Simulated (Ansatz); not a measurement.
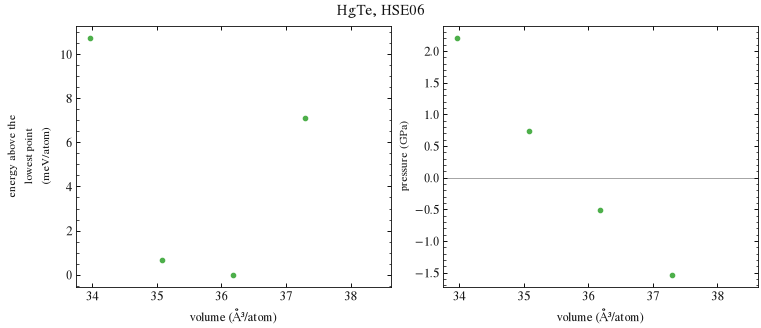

Plotted: energy above the lowest point and pressure against volume for HgTe, space group F-43m (No. 216) (one of a set of cubic test structures, which need not be the stable phase).

Calculation (Ansatz 0.2.0 development build): equation of state of a cubic crystal from periodic Kohn-Sham density functional theory without spin, third-order Birch-Murnaghan fit to the free energies; pressure corrected for the finite basis. Level: HSE06, no spin-orbit coupling.

```json
{"setting": "structure type", "value": "zinc blende"}
{"setting": "atoms in cell", "value": "2"}
{"setting": "space group number", "value": "216"}
{"setting": "lattice centring", "value": "face-centred primitive"}
{"setting": "k mesh", "value": "4×4×4"}
{"setting": "occupation method", "value": "Fermi–Dirac"}
{"setting": "occupation width", "value": "0.1 eV"}
{"setting": "wave cutoff", "value": "420 eV"}
{"setting": "datasets", "value": "soft-1 PAW"}
{"setting": "density tolerance", "value": "1e-07 eV"}
{"setting": "bands", "value": "22"}
{"setting": "density cutoff ratio", "value": "4"}
{"setting": "search for lower states", "value": "default"}
{"setting": "exchange singularity", "value": "Wigner-Seitz"}
```

The point at volume 38.40 Å³/atom is left out of the plot. What does the calculation give there?

```json
{"volume (Å³/atom)": "38.40", "energy above the lowest point (meV/atom)": "20.8", "pressure (GPa)": "-2.387"}
```

Note: coarse k-mesh, values are not converged in k.
